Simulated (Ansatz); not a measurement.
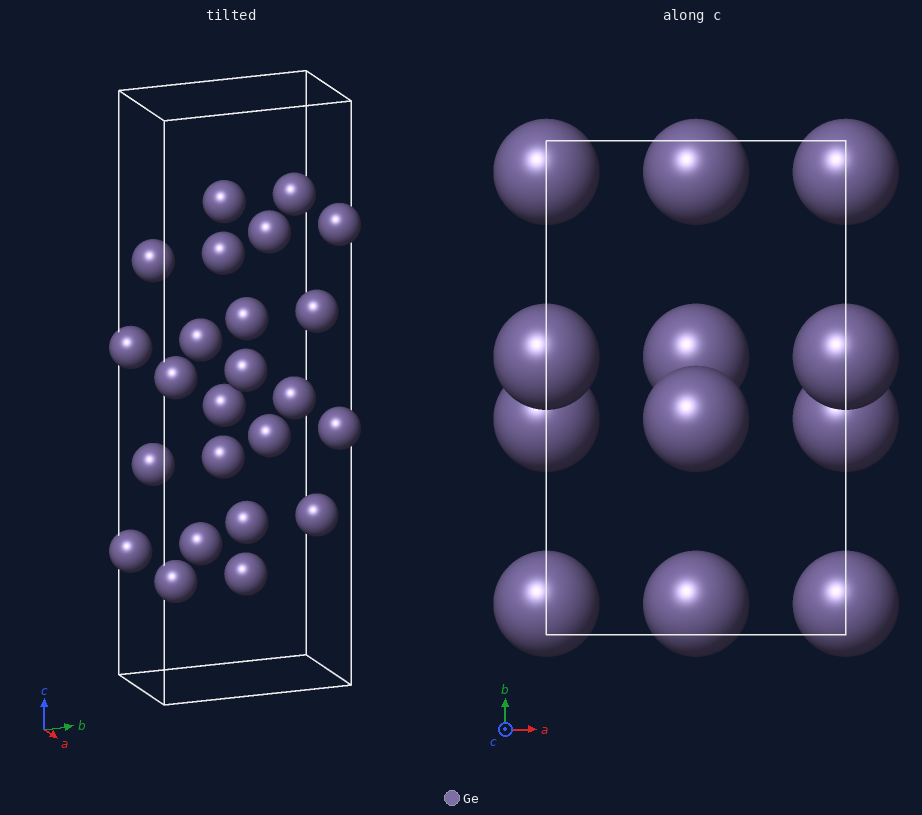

The crystal in a spheres-only representation, seen slightly off an axis and along the c axis. The parallelepiped is the simulation cell. Cell: a = 3.997 Å, b = 6.596 Å, c = 19.846 Å, α = 90.00°, β = 90.00°, γ = 90.00°.

State composition, symmetry and coordination.

The element is germanium. The cell holds 16 atoms.

It derives from a structure listed in the Materials Project. The cell was then strained or its atoms displaced on purpose. It went into a calculation with Ansatz.
